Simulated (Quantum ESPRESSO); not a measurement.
**A series of single points on AlN**

System: AlN (F-43m, 2 atoms in the cell).
Method: Kohn-Sham DFT of a periodic cell, rev-vdW-DF2, PseudoDojo 0.4.1 SR PBE standard, no spin polarisation (Quantum ESPRESSO 7.5).

The 7 runs differ only in the geometry, by an even scaling of the cell at fixed fractional positions. The structure derives from a Materials Project entry.

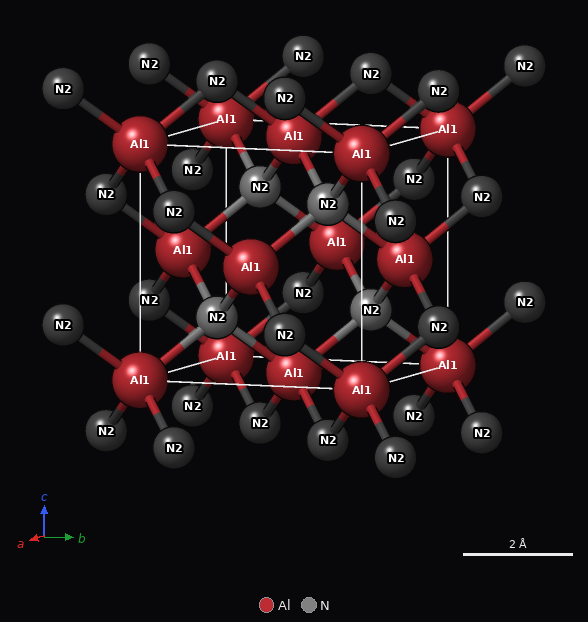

Figure 1. The structure of run 4 (ball-and-stick view of the cell 4 times as large as that of the calculation, set on its symmetry axes, seen slightly off an axis; neighbours outside the cell are drawn fainter; atoms are numbered from 1 in the order of the input).

## Input of run 4
```
&CONTROL
  calculation = 'scf'
  prefix = 'pwscf'
  outdir = './tmp'
  pseudo_dir = './pseudo'
  tprnfor = .true.
  tstress = .true.
  disk_io = 'nowf'
/
&SYSTEM
  ibrav = 0
  nat = 2
  ntyp = 2
  ecutwfc = 84
  nbnd = 9
  input_dft = 'vdw-df2-b86r'
  occupations = 'smearing'
  smearing = 'fd'
  degauss = 0.00367493
/
&ELECTRONS
  conv_thr = 4d-10
  electron_maxstep = 120
  mixing_beta = 0.5
/
ATOMIC_SPECIES
Al    26.9815 Al.upf
N     14.0070 N.upf
CELL_PARAMETERS angstrom
   0.0000000000    2.1839935596    2.1839935596
   2.1839935596    0.0000000000    2.1839935596
   2.1839935596    2.1839935596    0.0000000000
ATOMIC_POSITIONS crystal
Al     0.0000000000    0.0000000000    0.0000000000
N      0.2500000000    0.2500000000    0.2500000000
K_POINTS automatic
10 10 10 0 0 0
```

Command:
```bash
OMP_NUM_THREADS=1 pw.x -in pw.in > pw.out
```

Lattice vectors (Å) and fractional positions of run 4:
```
   0.000000    2.183994    2.183994
   2.183994    0.000000    2.183994
   2.183994    2.183994    0.000000
Al  0.000000  0.000000  0.000000
N   0.250000  0.250000  0.250000
```

Run 3 differs from it as follows:
```diff
-   0.0000000000    2.1839935596    2.1839935596
-   2.1839935596    0.0000000000    2.1839935596
-   2.1839935596    2.1839935596    0.0000000000
+   0.0000000000    2.1693354430    2.1693354430
+   2.1693354430    0.0000000000    2.1693354430
+   2.1693354430    2.1693354430    0.0000000000
```

## Results, with one run withheld

```tsv
run	volume per atom (Å³)	free energy per atom, from the lowest run given (meV)	pressure (GPa)	gap on the mesh (eV)
1	9.792	46.93	18.96	3.39
2	10.001	25.82	13.58	3.38
3	10.209	?	?	?
4	10.417	2.94	4.29	3.36
5	10.626	0.00	0.28	3.35
6	10.834	2.04	−3.37	3.34
7	11.042	8.59	−6.67	3.33
```

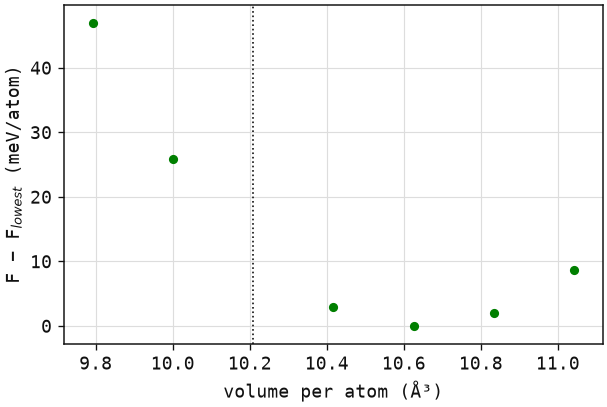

Figure 2. Free energy per atom of the runs given; the dotted line marks run 3.

What should run 3 give?

A cubic polynomial in V^(−2/3) (the Birch–Murnaghan form), fitted to the 6 runs given, misses them by at most 0.02 meV per atom. With x = V^(−2/3) − 0.20940 Å⁻², it reads F = 2.4692 + 1837.5 x + 3.3848e+05 x² − 2.0566e+05 x³ (meV per atom). At run 3 it gives 11.38 meV per atom, and the run itself gives 11.36. The slope of the fit gives a pressure −dF/dV of 8.73 GPa there, and the run prints 8.71 GPa. The fit has its minimum at 10.642 Å³ per atom, where V d²F/dV² gives 194 GPa: the bulk modulus at this level, since symmetry fixes the shape and the positions. The gap on the mesh goes, without turning, from 3.39 eV in run 1 to 3.33 eV in run 7; run 3 has 3.37 eV. These are gaps of this functional on this mesh, which can miss the band edges; they aren't the measured gap.

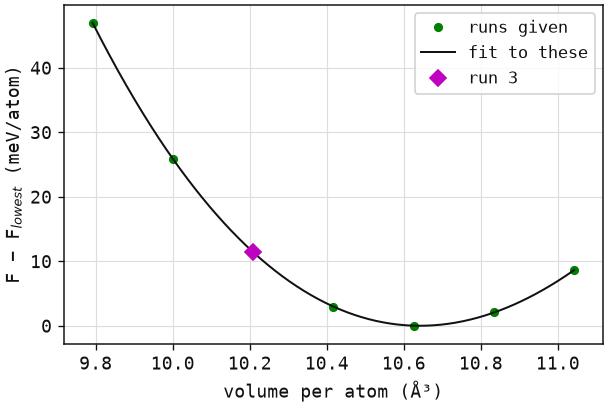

Figure 3. The fit and the withheld run.

## Some lines of the output (run 3)
```
[...]
     total energy              =     -25.45861632 Ry
     total energy              =     -25.62491081 Ry
     total energy              =     -25.63639563 Ry
     total energy              =     -25.63697508 Ry
     total energy              =     -25.63699854 Ry
     total energy              =     -25.63702727 Ry
     total energy              =     -25.63703479 Ry
     total energy              =     -25.63703507 Ry
     total energy              =     -25.63703518 Ry
     the Fermi energy is     8.9119 ev
!    total energy              =     -25.63703519 Ry
     The total energy is F=E-TS. E is the sum of the following terms:
     Computing stress (Cartesian axis) and pressure
          total   stress  (Ry/bohr**3)                   (kbar)     P=       87.14
```

Notes: The record of the run, not the program, notes: potentials made for another functional. Points of doubt noted for this run: potentials made for another functional.
